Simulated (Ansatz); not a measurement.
System: Ru.

Input

```
crystal:
  lattice:
    - [2.7414067149, 0.0, 0.0]
    - [-1.3707033574, 2.3741278572, 0.0]
    - [0.0, 0.0, 4.3382472512]
  atoms:
    - { symbol: Ru, position: [0.6666666667, 0.3333333333, 0.75] }
    - { symbol: Ru, position: [0.3333333333, 0.6666666667, 0.25] }
hamiltonian:
  xc: { name: BHLYP }
  pseudopotentials: { kind: paw }
kpoints:
  mp_grid: { grid: [6, 6, 3] }
scf:
  occupations: { method: fermi_dirac, width: 0.05 }
output:
  forces: true
  stress: true
  eigenvalues: true
  write_density: true
  write_potential: true
  elf: true
  volumetric_format: npy
```

Launched as:

```sh
ansatz run input.yaml --threads 2 --pin off --max-ram 5632MiB --backend cpu --events-out ev --progress --plain --runs-dir out
```

Below, planes, directions and counts refer to the conventional cell (a = 2.74 Å, b = 2.74 Å, c = 4.34 Å, α = 90.00°, β = 90.00°, γ = 120.00°).

Space group P6₃/mmc; computed pressure about −20 GPa in this cell.

Theory: Kohn-Sham DFT of a periodic cell, BHLYP, Ansatz PAW (Ansatz 0.2.0).

**Predict the valence pseudo-density and electron localisation function between the atoms.**

Ru–Ru (2.74 Å): the density is about 0.36 e/Å³ at the midpoint; the ELF is about 0.30 at the midpoint.

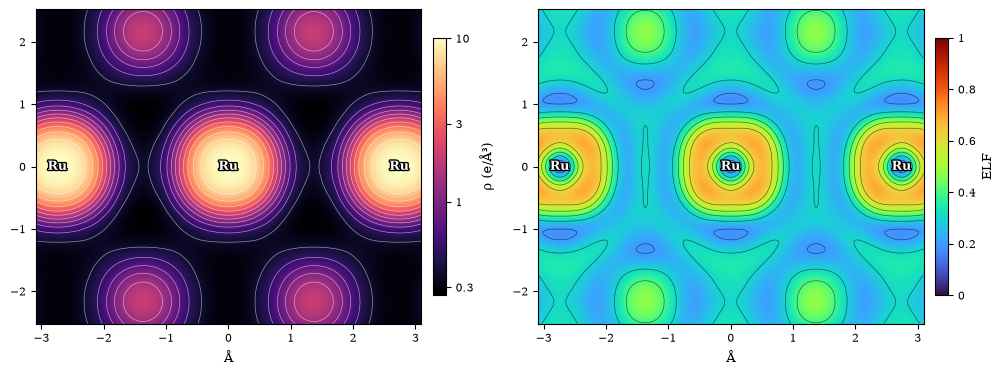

Computed valence pseudo-density and electron localisation function on the (100) plane of the conventional cell, in this order. Atoms just off the plane (Ru, 0.8 Å away) can leave unmarked features too.

Core electrons are frozen (PAW), and the valence fields are smoothed inside the atomic spheres.
